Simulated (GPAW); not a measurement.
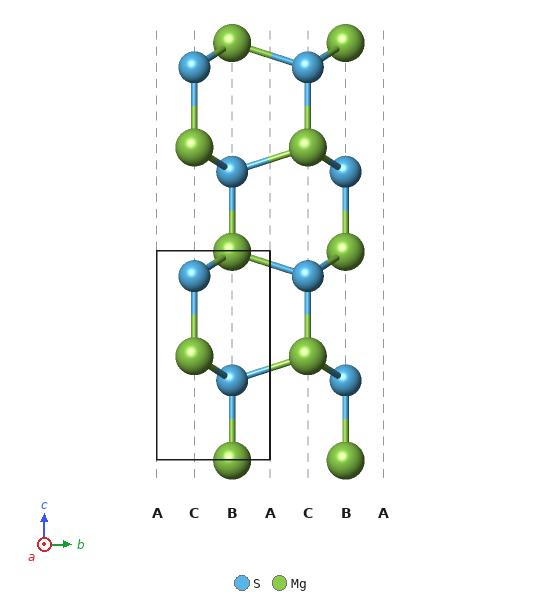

Projection along an edge of the hexagonal mesh, stacking direction c upwards. The dashed lines mark the three columns A (0, 0), B (1/3, 2/3) and C (2/3, 1/3). The sequence starts with the first layer at or above the cell's origin.

MgS (space group P6_3mc, No. 186): a cell listed in the Materials Project, as set up for an electronic-structure calculation.

Give the sequence of layers in one repeat, with element and column.

Mg(B) – S(B) – Mg(C) – S(C) (four layers in 6.43 Å).

How are the S layers alone stacked?

S layers alone: BC, the hexagonal close-packed type.

Which positions between or in the S layers do the other atoms fill?

Mg: two tetrahedral sites in each hexagonal cell.

What short polytype symbol fits?

Polytype symbol 2H, the symbol of a tetrahedral polytype (number of double layers in the repeat and lattice).
